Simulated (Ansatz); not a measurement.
Ge$_{5}$H$_{2}$: geometry relaxation (part 2 of 3)

Ge$_{5}$H$_{2}$ (slab, 28 atoms in the cell); DFT LDA, scalar-relativistic, plane waves, PAW, no spin polarisation (Ansatz 0.2.0); cutoff 420 eV, 3×3×1 k-mesh, Gaussian smearing of 0.05 eV. The structure derives from an entry of the Crystallography Open Database. The input holds or restrains some coordinates. Forces given for the steps count only the free coordinates.

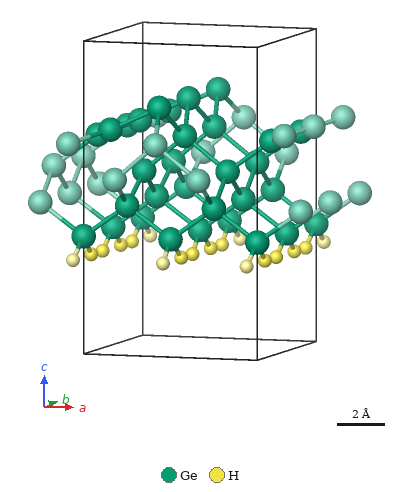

Figure 1. The geometry at step 4 of the log (ball-and-stick view of the cell of the calculation, with the vacuum cut short, seen slightly off an axis; neighbours outside the cell are drawn fainter).

```
WARN: The output density's exchange-correlation potential varies sharply where the density is thin. Do not read a vacuum level from v_tot or v_xc, or from such a field of the output density. On a cell that repeats whose density bears no net charge and no dipole along the vacuum's axis use v_es (v_loc + v_h of the components); under efield.dipole_correction with no amplitude use v_es + v_field, which holds any external_charges[].barrier, or the levels of the report's work_function block, which leave it out; under a non-zero efield.amplitude the vacuum is tilted and has no level; on a cell that repeats and bears such a dipole with no correction it is tilted too, and efield.dipole_correction with no amplitude gives each side of its ramp a level where efield: is served; in a cell that repeats whose density bears a net charge (total_charge, or a fill off its count) it is curved and has none; of a slab under crystal.periodic whose density bears no net charge use v_es, which has a level on each side, short of where the two are joined; of another it falls or rises all the way out and has none; of a slab beside external_charges read slab_vacuum_level instead, which it has where they leave it neutral. The grid or the basis barely resolves most such structure, and the values can differ between equally converged runs; as a rule a tighter scf.convergence.dr2_threshold does not remove it. Where the density itself ripples (under the LDA too) a higher basis.ecutwfc lessens it. The files hold the spikes' plane waves up to the density's cutoff. Files: v_tot_of_output_density and the like, and their columns of v_z.tsv (output.write_potential); v_xc_of_output_density and the like, and their columns of v_comp_z.tsv (output.write_potential_components). Measured: with its Gaussian average of σ = 0.25 Å subtracted twice, the exchange-correlation potential is over 0.1 eV at 1173 of the grid points where the equally averaged density (valence and model cores) is under 1e-3 e/Å³, and 0.258 eV at the most among them, at an averaged density of 5.9e-5 e/Å³. The input density's (outcome.potential() and, of a run that writes arrays, v_tot and v_xc) is over 0.1 eV, so measured, at 1166 points of its own thin density, 0.258 eV at the most. See output.write_potential in the manual, Limitations
SCF converged after 7 iterations
Free energy (F): -84431.704983 eV
Harris-Foulkes:  -84431.704983 eV  (|F-HF|=1.53e-8)
Internal energy: -84431.704983 eV  (E = F + TS)
E sigma→0 (E₀):  -84431.704983 eV
Fermi energy:    0.141110 eV
Dipole field:    D = -0.015703 V/Å  (p = -0.106297 e·Å, saw-weighted, corrected)
Work function:   Φ+ = 4.8404 eV   Φ− = 4.5362 eV
Levels:          The Fermi level and band energies are counted from a zero that moves with the ramp; work functions are not
--- Per-component energies (eV) ---
  E_band       = -5327.135854
  E_kinetic    = 2346.224546
  E_local      = -210411.012705  (includes V_loc(G=0)·N_el)
  E_nonlocal   = 8439.825878
  E_hartree    = 101010.249102
  E_xc         = -1573.405283
  E_vxc        = -1392.605166  (∫ρ·V_xc dr)
  E_paw        = -38822.362955  (= ΣΔE_a)
  E_vpaw       = -6330.919369  (= ΣTr[D̂ρ^β])
  E_aug_tail   = -0.003787  (compensation charges beyond the density's cutoff)
  E_efield     = 0.000835  (sawtooth field / dipole correction)
  E_vefield    = 0.887807  (∫n·V_field dr)
  E_ewald      = 54540.612862
  E_core_change = 38.166525  (= ΣΔE_core)
  E_smearing   = -0.000000  (= −TS)
  E_closure    = 0.000000  (closes the sum)
  Σ components = -84431.704983   (vs F -84431.704983, Δ=0.00e0)
--- Forces (eV/Å), atoms counted from 1 ---
  atom   1  Ge     0.08748750     0.00000000     0.17873715
  atom   2  Ge     0.08893651     0.00000000     0.17853757
  atom   3  Ge    -0.14142314     0.00000000     0.23390424
  atom   4  Ge    -0.14114855     0.00000000     0.23424775
  atom   5  Ge     0.01842750     0.00000000    -0.02524498
  atom   6  Ge     0.01360381     0.00000000    -0.03040213
  atom   7  Ge    -0.01778105     0.00000000    -0.99296876
  atom   8  Ge    -0.01654973     0.00000000    -0.97404622
  atom   9  Ge    -0.01183460    -0.00598332    -0.01066219
  atom  10  Ge    -0.01183460     0.00598332    -0.01066219
  atom  11  Ge     0.00494018     0.00709841     0.00144455
  atom  12  Ge     0.00494018    -0.00709841     0.00144455
  atom  13  Ge     0.00370347     0.00678636    -0.01236671
  atom  14  Ge     0.00370347    -0.00678636    -0.01236671
  atom  15  Ge     0.00588849    -0.00227605     0.00562829
  atom  16  Ge     0.00588849     0.00227605     0.00562829
  atom  17  Ge    -0.01817662     0.00000000     0.56651533
  atom  18  Ge     0.01793560     0.00000000     0.58135914
  atom  19  Ge     0.00558458     0.00000000     0.01222363
  atom  20  Ge    -0.00517888     0.00000000    -0.01521229
  atom  21  H     -0.03292591    -0.01747559     0.00084027
  atom  22  H     -0.03292591     0.01747559     0.00084027
  atom  23  H     -0.03366639    -0.01722142     0.00121281
  atom  24  H     -0.03366639     0.01722142     0.00121281
  atom  25  H      0.05902393     0.02975272     0.01958088
  atom  26  H      0.05902393    -0.02975272     0.01958088
  atom  27  H      0.05900262     0.02925958     0.02056041
  atom  28  H      0.05900262    -0.02925958     0.02056041
  max |Σ_I F_I| component: 1.27e-4 eV/Å
--- Band table (eV) ---
  k-point 0: bands = ["-24.9506", "-24.9413", "-24.9072", "-24.9018", "-24.8673", "-24.8628", "-24.8601", "-24.8552", "-24.8244", "-24.8222", "-24.6271", "-24.6127", "-24.6087", "-24.6064", "-24.6062", "-24.5904", "-24.5802", "-24.5747", "-24.5679", "-24.5543", "-24.5543", "-24.5449", "-24.5185", "-24.5178", "-24.5103", "-24.5098", "-24.5037", "-24.5033", "-24.5016", "-24.4830", "-24.4560", "-24.4552", "-24.4449", "-24.4440", "-24.4319", "-24.4249", "-24.4234", "-24.4190", "-24.4127", "-24.4068",
      "-24.3999", "-24.3903", "-24.3863", "-24.3823", "-24.3786", "-24.3627", "-24.3580", "-24.3491", "-24.3485", "-24.3410", "-24.3326", "-24.3303", "-24.3269", "-24.3199", "-24.3127", "-24.2987", "-24.2853", "-24.2788", "-24.2745", "-24.2663", "-24.2107", "-24.2043", "-24.1972", "-24.1969", "-24.1920", "-24.1855", "-24.1767", "-24.1760", "-24.1725", "-24.1714", "-24.1635", "-24.1606", "-24.1599", "-24.1581", "-24.1496", "-24.1480", "-24.1434", "-24.1386", "-24.1364", "-24.1360",
      "-24.1278", "-24.1224", "-24.1201", "-24.1195", "-24.1172", "-24.1077", "-24.1008", "-24.0960", "-24.0869", "-24.0840", "-23.9123", "-23.9001", "-23.8977", "-23.8959", "-23.8849", "-23.8794", "-23.8382", "-23.8375", "-23.8361", "-23.8109", "-12.5213", "-11.2309", "-10.6437", "-10.6050", "-10.5685", "-9.9731", "-9.6838", "-9.6478", "-9.1602", "-8.7460", "-8.7087", "-8.5155", "-8.3854", "-7.2131", "-7.1633", "-6.9406", "-6.7846", "-6.4363", "-5.6585", "-5.5132",
      "-5.0355", "-4.3158", "-3.9328", "-3.6059", "-3.3802", "-2.9961", "-2.9209", "-2.8505", "-2.6562", "-2.3970", "-2.3149", "-2.1252", "-1.8638", "-1.7476", "-1.6939", "-1.3955", "-1.1540", "-1.1500", "-1.0433", "-0.9105", "-0.8324", "-0.5556", "-0.5130", "-0.3321", "0.3951", "0.6366", "0.8002", "1.1092", "1.2754", "1.6330", "1.7799", "1.9289", "2.0801", "2.1157", "2.2534", "2.6111", "3.0300", "3.3119", "3.4755", "3.5570",
      "3.7568", "3.8006", "3.8989", "3.9080", "4.0496", "4.1492", "4.1915", "4.3623", "4.4312", "4.7461", "4.7576", "4.8201", "5.0311"]
  k-point 1: bands = ["-24.9485", "-24.9438", "-24.9061", "-24.9032", "-24.8725", "-24.8701", "-24.8581", "-24.8553", "-24.8168", "-24.8150", "-24.6258", "-24.6207", "-24.6188", "-24.6161", "-24.5924", "-24.5906", "-24.5835", "-24.5794", "-24.5597", "-24.5551", "-24.5514", "-24.5467", "-24.5178", "-24.5142", "-24.5099", "-24.5089", "-24.5025", "-24.4981", "-24.4881", "-24.4799", "-24.4559", "-24.4549", "-24.4445", "-24.4353", "-24.4333", "-24.4277", "-24.4214", "-24.4200", "-24.4166", "-24.4111",
      "-24.4074", "-24.4058", "-24.3784", "-24.3749", "-24.3727", "-24.3609", "-24.3588", "-24.3506", "-24.3456", "-24.3390", "-24.3382", "-24.3317", "-24.3300", "-24.3276", "-24.3270", "-24.3193", "-24.2757", "-24.2700", "-24.2664", "-24.2633", "-24.2095", "-24.2045", "-24.2013", "-24.1990", "-24.1900", "-24.1869", "-24.1754", "-24.1746", "-24.1718", "-24.1712", "-24.1632", "-24.1619", "-24.1589", "-24.1579", "-24.1472", "-24.1463", "-24.1412", "-24.1385", "-24.1373", "-24.1365",
      "-24.1260", "-24.1221", "-24.1219", "-24.1205", "-24.1143", "-24.1095", "-24.0998", "-24.0971", "-24.0866", "-24.0846", "-23.9085", "-23.9007", "-23.8995", "-23.8970", "-23.8834", "-23.8804", "-23.8492", "-23.8441", "-23.8200", "-23.8112", "-12.2816", "-11.5864", "-11.0356", "-10.5567", "-10.3467", "-9.7459", "-9.7401", "-9.4920", "-9.1450", "-9.0044", "-8.9684", "-8.9571", "-7.6097", "-7.3810", "-7.2180", "-6.6939", "-6.2405", "-6.0631", "-5.3303", "-4.9014",
      "-4.7828", "-4.5891", "-4.2371", "-3.7721", "-3.5123", "-3.4602", "-3.3903", "-3.1501", "-2.7849", "-2.7232", "-2.4972", "-2.3423", "-2.1797", "-2.1035", "-1.9105", "-1.7136", "-1.4868", "-1.4854", "-1.1888", "-1.1158", "-0.7990", "-0.7218", "-0.6580", "-0.1240", "0.8530", "1.2057", "1.3422", "1.5479", "1.7421", "1.7497", "2.0659", "2.1654", "2.4129", "2.5178", "2.8723", "2.9268", "3.2102", "3.3098", "3.3610", "3.4780",
      "3.8027", "3.8557", "3.9868", "4.1182", "4.3242", "4.3877", "4.4288", "4.6503", "4.7076", "4.8870", "4.9929", "5.0531", "5.1171"]
  k-point 2: bands = ["-24.9506", "-24.9414", "-24.9072", "-24.9018", "-24.8673", "-24.8628", "-24.8601", "-24.8552", "-24.8244", "-24.8222", "-24.6292", "-24.6146", "-24.6068", "-24.6063", "-24.6060", "-24.5905", "-24.5797", "-24.5752", "-24.5750", "-24.5636", "-24.5485", "-24.5296", "-24.5198", "-24.5161", "-24.5101", "-24.5095", "-24.5078", "-24.5041", "-24.4971", "-24.4796", "-24.4588", "-24.4551", "-24.4463", "-24.4449", "-24.4349", "-24.4281", "-24.4247", "-24.4238", "-24.4128", "-24.4128",
      "-24.3930", "-24.3921", "-24.3860", "-24.3824", "-24.3635", "-24.3586", "-24.3496", "-24.3491", "-24.3489", "-24.3416", "-24.3301", "-24.3278", "-24.3269", "-24.3245", "-24.3134", "-24.3040", "-24.2874", "-24.2776", "-24.2732", "-24.2678", "-24.2107", "-24.2040", "-24.1971", "-24.1965", "-24.1895", "-24.1852", "-24.1788", "-24.1777", "-24.1742", "-24.1725", "-24.1614", "-24.1601", "-24.1596", "-24.1572", "-24.1571", "-24.1489", "-24.1485", "-24.1471", "-24.1437", "-24.1378",
      "-24.1304", "-24.1227", "-24.1225", "-24.1194", "-24.1100", "-24.1038", "-24.0962", "-24.0919", "-24.0829", "-24.0801", "-23.9122", "-23.9001", "-23.8977", "-23.8959", "-23.8849", "-23.8794", "-23.8382", "-23.8375", "-23.8361", "-23.8109", "-12.3932", "-11.3956", "-10.8430", "-10.4360", "-10.3918", "-10.1147", "-9.7960", "-9.6067", "-9.4507", "-9.3082", "-9.0170", "-7.6492", "-7.4020", "-7.2432", "-6.9404", "-6.8577", "-6.7746", "-6.4179", "-5.6665", "-5.5888",
      "-5.4549", "-4.3184", "-3.6702", "-3.6001", "-3.3362", "-3.0351", "-2.8445", "-2.8186", "-2.6122", "-2.5966", "-2.4145", "-2.3172", "-2.1591", "-2.0692", "-2.0174", "-1.9105", "-1.8815", "-1.3403", "-1.2002", "-1.0864", "-0.8682", "-0.6180", "-0.5819", "-0.1644", "0.4024", "0.7719", "1.0186", "1.4011", "1.7315", "1.8558", "2.1326", "2.1385", "2.4510", "2.6530", "2.6714", "3.0559", "3.2048", "3.2240", "3.5334", "3.7050",
      "3.7770", "3.8984", "4.1265", "4.1693", "4.1928", "4.2313", "4.5265", "4.5394", "4.5904", "4.6337", "4.7003", "4.9188", "5.0999"]
  k-point 3: bands = ["-24.9485", "-24.9438", "-24.9061", "-24.9032", "-24.8725", "-24.8701", "-24.8581", "-24.8553", "-24.8168", "-24.8150", "-24.6273", "-24.6206", "-24.6197", "-24.6167", "-24.5924", "-24.5896", "-24.5844", "-24.5799", "-24.5691", "-24.5643", "-24.5405", "-24.5319", "-24.5189", "-24.5147", "-24.5091", "-24.5083", "-24.5015", "-24.4953", "-24.4924", "-24.4797", "-24.4566", "-24.4544", "-24.4455", "-24.4384", "-24.4365", "-24.4296", "-24.4261", "-24.4210", "-24.4205", "-24.4124",
      "-24.4037", "-24.4006", "-24.3797", "-24.3760", "-24.3611", "-24.3550", "-24.3483", "-24.3473", "-24.3456", "-24.3406", "-24.3394", "-24.3325", "-24.3314", "-24.3305", "-24.3255", "-24.3233", "-24.2770", "-24.2708", "-24.2668", "-24.2636", "-24.2093", "-24.2037", "-24.2018", "-24.1987", "-24.1878", "-24.1856", "-24.1771", "-24.1769", "-24.1739", "-24.1734", "-24.1620", "-24.1617", "-24.1566", "-24.1561", "-24.1549", "-24.1516", "-24.1463", "-24.1451", "-24.1420", "-24.1385",
      "-24.1287", "-24.1248", "-24.1215", "-24.1198", "-24.1086", "-24.1052", "-24.0954", "-24.0928", "-24.0826", "-24.0806", "-23.9085", "-23.9007", "-23.8995", "-23.8970", "-23.8834", "-23.8804", "-23.8492", "-23.8441", "-23.8200", "-23.8112", "-12.1486", "-11.4336", "-11.1800", "-10.6521", "-10.5826", "-10.1842", "-9.9355", "-9.5524", "-9.0926", "-8.8148", "-8.8026", "-8.3585", "-7.7021", "-7.0964", "-7.0145", "-6.5893", "-6.2979", "-5.7860", "-5.6318", "-4.8897",
      "-4.6536", "-4.5645", "-4.0138", "-3.8685", "-3.5532", "-3.5186", "-3.2522", "-3.1498", "-3.1412", "-2.9712", "-2.8117", "-2.5263", "-2.4062", "-2.1757", "-2.0386", "-1.9367", "-1.9018", "-1.6052", "-1.3927", "-1.2386", "-1.1110", "-0.8532", "-0.7654", "-0.1184", "1.0184", "1.3293", "1.6908", "1.8275", "2.0464", "2.3739", "2.6192", "2.6481", "2.8904", "2.9294", "3.0816", "3.1363", "3.3543", "3.3953", "3.5560", "3.6507",
      "3.6889", "3.8475", "4.0351", "4.2462", "4.3615", "4.4170", "4.4521", "4.7048", "4.8839", "4.8912", "4.9371", "5.1847", "5.3567"]
--- Relaxed structure (4 steps of the walk, 4 accepted, 0 SCFs on fresh bases) ---
  F+E_penalty+E_count = -84431.70498286 eV   max|allowed force component| = 1.818e-2 eV/Å
  atoms:
    - { symbol: Ge, position: [0.5, 0.5, 0.253192968] }
    - { symbol: Ge, position: [0.5, 0.0, 0.253192968] }
    - { symbol: Ge, position: [0.0, 0.5, 0.253192968] }
    - { symbol: Ge, position: [0.0, 0.0, 0.253192968] }
    - { symbol: Ge, position: [0.7500000000000001, 0.5, 0.325720406] }
    - { symbol: Ge, position: [0.7500000000000001, 0.0, 0.325720406] }
    - { symbol: Ge, position: [0.25, 0.5, 0.325720406] }
    - { symbol: Ge, position: [0.25, 0.0, 0.325720406] }
    - { symbol: Ge, position: [0.7436954496408824, 0.7500664689722023, 0.3985699457374905] }
    - { symbol: Ge, position: [0.7436954496408824, 0.24993353102779778, 0.3985699457374905] }
    - { symbol: Ge, position: [0.26315277991815056, 0.7498704379187999, 0.39392648009967085] }
    - { symbol: Ge, position: [0.26315277991815056, 0.25012956208120024, 0.39392648009967085] }
    - { symbol: Ge, position: [-0.004182639441419059, 0.750091952745793, 0.4712202017284047] }
    - { symbol: Ge, position: [-0.004182639441419059, 0.2499080472542071, 0.4712202017284047] }
    - { symbol: Ge, position: [0.49786106707427163, 0.7497198383781384, 0.47517183374746363] }
    - { symbol: Ge, position: [0.49786106707427163, 0.25028016162186184, 0.47517183374746363] }
    - { symbol: Ge, position: [0.15436673697949502, 0.0, 0.4951144324] }
    - { symbol: Ge, position: [0.1535416929008777, 0.5, 0.4951144324] }
    - { symbol: Ge, position: [0.4345858992036021, 0.0, 0.5479196461144357] }
    - { symbol: Ge, position: [0.43407580140630886, 0.5, 0.5483528367692521] }
    - { symbol: H, position: [0.5090621173000001, 0.6542935074, 0.20559867520000003] }
    - { symbol: H, position: [0.5090621173000001, 0.3457064926000001, 0.20559867520000003] }
    - { symbol: H, position: [0.5090621173000001, 0.1542935074, 0.20559867520000003] }
    - { symbol: H, position: [0.5090621173000001, -0.1542935074, 0.20559867520000003] }
    - { symbol: H, position: [-0.009062117300000002, 0.3457064926000001, 0.20559867520000003] }
    - { symbol: H, position: [-0.009062117300000002, 0.6542935074, 0.20559867520000003] }
    - { symbol: H, position: [-0.009062117300000002, -0.1542935074, 0.20559867520000003] }
    - { symbol: H, position: [-0.009062117300000002, 0.1542935074, 0.20559867520000003] }
```
